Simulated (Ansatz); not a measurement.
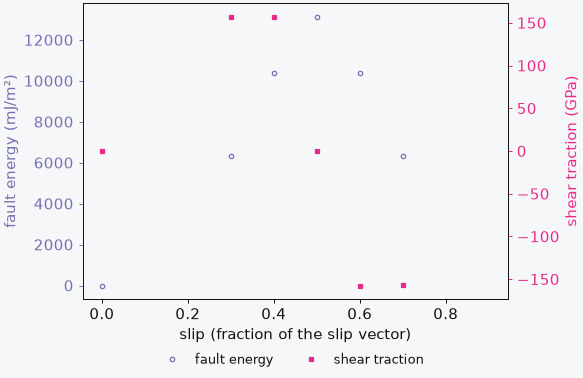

The plot gives the computed fault energy and shear traction against slip for C, space group P6_3/mmc (No. 194).

Structure:
```xyz
12
Lattice="-2.5032 0.0000 0.0000 -1.2516 -2.1678 0.0000 0.0000 0.0000 12.5067" Properties=species:S:1:pos:R:3 pbc="T T T"
C    -1.2516   -0.7226   11.7258
C    -1.2516   -0.7226    3.3880
C    -1.2516   -0.7226    7.5569
C    -2.5032   -1.4452    1.3035
C    -2.5032   -1.4452    5.4724
C    -2.5032   -1.4452    9.6413
C    -1.2516   -0.7226    0.7805
C    -1.2516   -0.7226    4.9494
C    -1.2516   -0.7226    9.1183
C    -2.5032   -1.4452    2.8649
C    -2.5032   -1.4452    7.0338
C    -2.5032   -1.4452   11.2027
```

Computed with Ansatz 0.2.0: rigid slide of a crystal across a plane by tilting cell vector c, one fault a cell, unrelaxed, by plane-wave density functional theory with PAW datasets, free energies less that of the undisturbed cell; scalar-relativistic. Level: r2SCAN, no spin polarisation.

```json
{"setting": "wave cutoff", "value": "500 eV"}
{"setting": "k mesh", "value": "10×10×2"}
{"setting": "occupations", "value": "Gaussian"}
{"setting": "smearing width", "value": "0.05 eV"}
{"setting": "k shift", "value": "(0, 0, 0) (mesh steps)"}
{"setting": "start", "value": "relaxed"}
{"setting": "height of the cut", "value": "0 (fraction of cell vector c)"}
{"setting": "slip vector", "value": "(1, 0) (multiples of cell vectors a and b)"}
```

The points at slip 0.6, 0.7, 0.8 and 0.9 follow from computed ones by symmetry.

The points at slip 0.1, 0.2, 0.8 and 0.9 are left out of the plot. What values does the calculation give there?

```csv
slip (fraction of the slip vector),fault energy (mJ/m²),shear traction (GPa)
0.1,731.0,58
0.2,2907.9,115
0.8,2907.9,-115
0.9,731.0,-58
```

Note: gap closes along the scan on a mesh chosen for the insulator.
